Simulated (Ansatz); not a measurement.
Start from this file.

```yaml
crystal:
  lattice:
    - [2.41541, -0.03179, -0.01419]
    - [-1.23524, 2.10547, 0.00724]
    - [-0.13769, 0.00159, 23.46802]
  atoms:
    - { symbol: C, position: [0.12802, 0.01642, 0.57491] }
    - { symbol: C, position: [0.90561, 0.98634, 0.43395] }
    - { symbol: C, position: [0.25505, 0.66978, 0.42509] }
    - { symbol: C, position: [0.71131, 0.32747, 0.56542] }
```

> What would you see if this were drawn?

The element is carbon. The cell holds four atoms. C is linked to three C at 1.23 to 1.56 Å. The bonds build C layers parallel to (001).

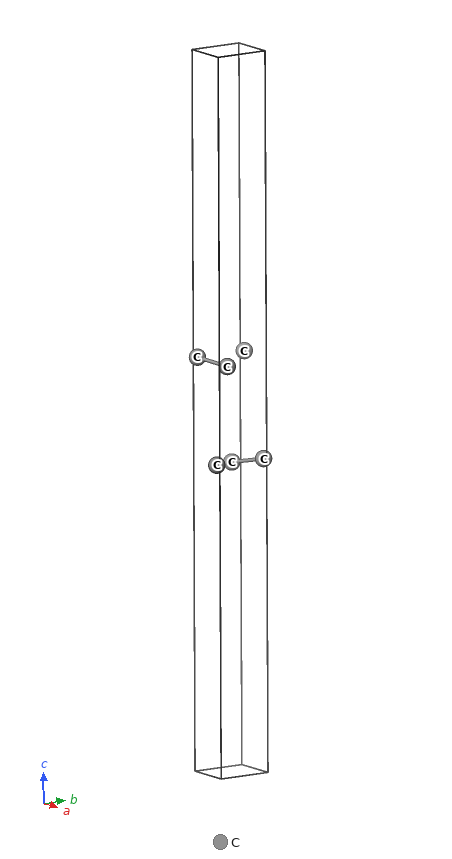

A ball-and-stick rendering, viewed slightly off an axis. The parallelepiped is the simulation cell. Colours: carbon grey.

Provenance: a structure listed in the Materials Project. The cell was then strained or its atoms displaced on purpose. It was run through Ansatz as a DFT input.

At this level of theory the cell isn't at rest (compressed, at 8 GPa and forces up to 11.2 eV/Å), so its distances can differ from those at equilibrium, the more so the softer the solid.
